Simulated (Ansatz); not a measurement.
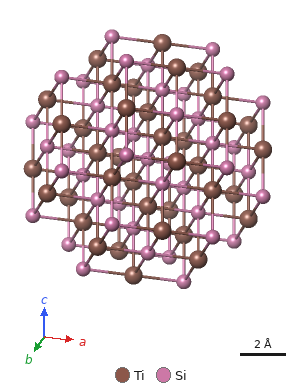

This is the input geometry for a relaxation of a crystal of TiSi (a generated structure, set up in Fm-3m) (coarse preliminary run). A ball-and-stick model of the conventional cell (4 times the calculation's cell), seen from a free direction. Lengths and directions refer to the drawn axes.

Case: C → Si on all its sites, cell and atoms relaxed.

The calculation used DFT r2SCAN, scalar-relativistic, plane waves, PAW (Ansatz 0.2.0).

Input
```yaml
crystal:
  lattice:
    - [0.0, 2.3732924536, 2.3732924536]
    - [2.3732924536, 0.0, 2.3732924536]
    - [2.3732924536, 2.3732924536, 0.0]
  atoms:
    - { symbol: Ti, position: [0.0, 0.0, 0.0] }
    - { symbol: Si, position: [0.5, 0.5, 0.5] }
basis:
  ecutwfc: 500
kpoints:
  mp_grid: { grid: [8, 8, 8] }
hamiltonian:
  xc: r2scan
scf:
  occupations: { method: gaussian, width: 0.1 }
output:
  forces: true
  stress: true
  eigenvalues: true
relax:
  adjacent_minimum: "off"
  f_tol: 0.05
  max_steps: 60
  cell: { stress_tol: 0.5 }
```

Command:
```bash
ansatz run input.yaml --threads 1 --pin off --max-ram 2560MiB --backend cpu --events-out ev --progress --plain --runs-dir out
```

Predict the outcome.

Over 3 accepted moves (4 points after the start) the energy falls by 295 meV per atom. All forces vanish by symmetry, so only the cell relaxes. Pressure: 36.03 GPa at the start and 0.17 GPa at the end. At 1 point the geometry stayed and the basis and grid were re-selected for the new cell (energy shift of 1.3 meV per atom at most each time). No atom moves by more than 0.005 Å relative to the cell. The volume changes by +23.0 %, with a = b = c 4.747 → 5.085 Å (+7.1 %). Among the contacts that change: Ti1–Si2 2.373 → 2.543 Å. The space group stays Fm-3m (No. 225). The run took 8.8 s on 1 thread of Oxide Virtual Turin-like Processor (Zen 5), on a shared host, peak memory 0.42 GiB.

Step by step:

| step | E − E(0), meV/atom | pressure, GPa | volume, Å³/atom | note |
| --- | --- | --- | --- | --- |
| 0 | 0.00 | 36.03 | 13.368 |  |
| 1 | -266.89 | 8.71 | 15.412 |  |
| 2 | -292.14 | 1.91 | 16.201 |  |
| 3 | -293.58 | 0.16 | 16.438 |  |
| 4 | -294.92 | 0.17 | 16.438 | same geometry, new basis |

The end point in the same view:

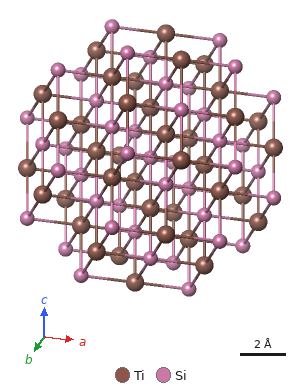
